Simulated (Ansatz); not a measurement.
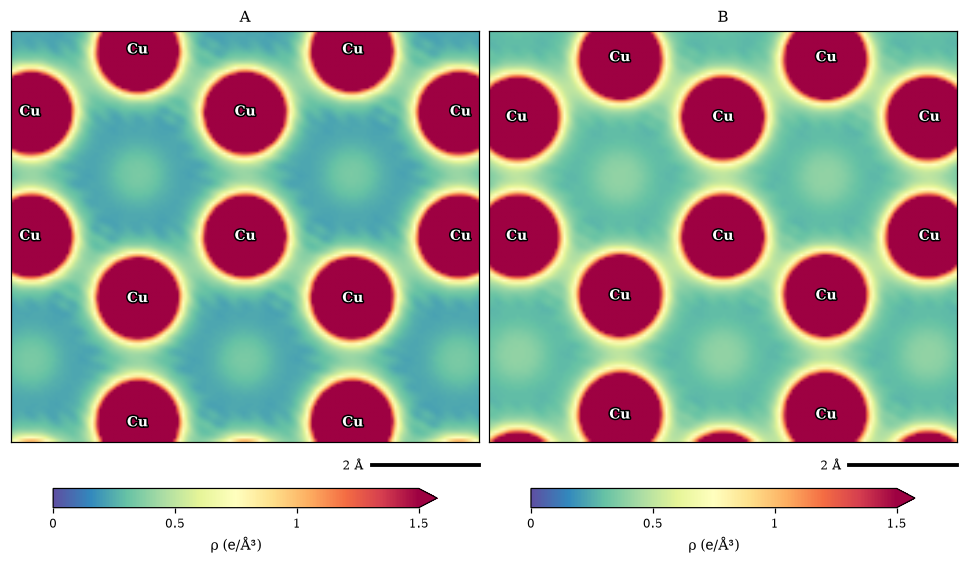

Cu. The valence charge density (pseudo) of two cells that differ in size, on the (001) plane of each (indices in the axes of the calculation cell), at one length scale and on one colour scale; one has 9.7 and the other 11.1 Å³ an atom.

Method: Ansatz 0.2.0, DFT, LDA (PW92), plane waves (420 eV) with PAW, scalar-relativistic.

The larger cell:

```
Cu
1.0
     3.99843    0.00000    0.00000
    -1.99921    3.46274    0.00000
     0.00000    0.00000    2.40040
Cu
3
Direct
  0.00000 0.00000 0.00000
  0.33333 0.66667 0.50000
  0.66667 0.33333 0.50000
```

The smaller cell: a = 3.832 Å, b = 3.832 Å, c = 2.300 Å, α = 90.00°, β = 90.00°, γ = 120.00°.

Which panel shows the smaller cell, and what does the compression change?

Panel B is the smaller cell, by 12 % in volume. From the larger cell to the smaller, Cu–Cu goes from 2.31 to 2.21 Å, and the density at its midpoint from 0.41 to 0.5 e/Å³.
